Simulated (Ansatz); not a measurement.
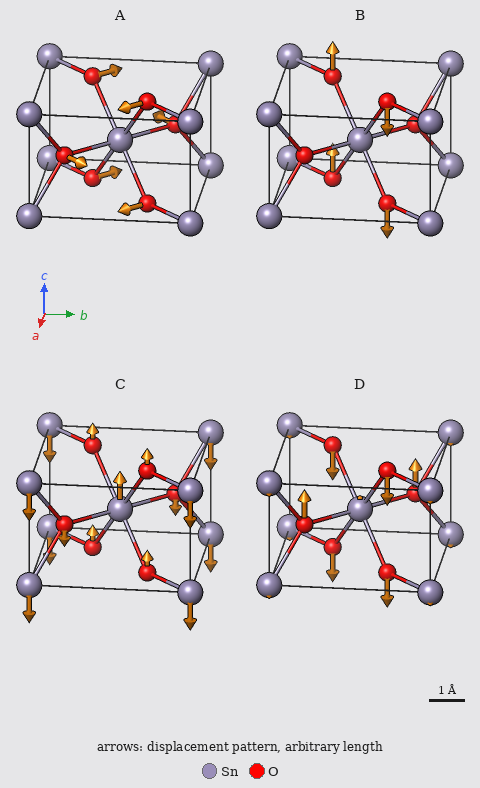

Four optical modes of crystalline SnO$_{2}$ at the zone centre, in no order (one member of each degenerate set). The orange arrows are the displacements of the atoms (eigenvector over the root of the mass), of arbitrary overall length and sign. Style: ball-and-stick. Shown: the cell of the calculation, from a free direction.

Method: DFT r2SCAN, scalar-relativistic, plane waves, PAW in Ansatz. (plane-wave cutoff 500 eV; k-point mesh 6 × 6 × 8; occupations gaussian; smearing width 0.05 eV; no spin polarisation)

Frequencies are those without the non-analytic (LO–TO) term.

Order them from the lowest to the highest frequency (imaginary ones first).

C (151 cm⁻¹), A (372 cm⁻¹), B (466 cm⁻¹), D (563 cm⁻¹). C, B₁u: All motion is along c; atoms of one kind move against one another, with no net shift of any sublattice; it mainly bends the O–Sn bonds; the kinetic energy is shared as Sn 92 %, O 8 %. A, A₂g: The Sn atoms stay at rest; atoms of one kind move against one another, with no net shift of their sublattice; the O–Sn bond lengths don't change to first order, so for these it is a bending, tilting or sliding motion. B, E_g: The Sn atoms stay at rest; all motion is along c; atoms of one kind move against one another, with no net shift of their sublattice; it stretches the shortest O–Sn bonds (2.07 Å). D, B₁u: All motion is along c; atoms of one kind move against one another, with no net shift of any sublattice; it stretches the shortest O–Sn bonds (2.07 Å); the kinetic energy is shared as O 92 %, Sn 8 %.
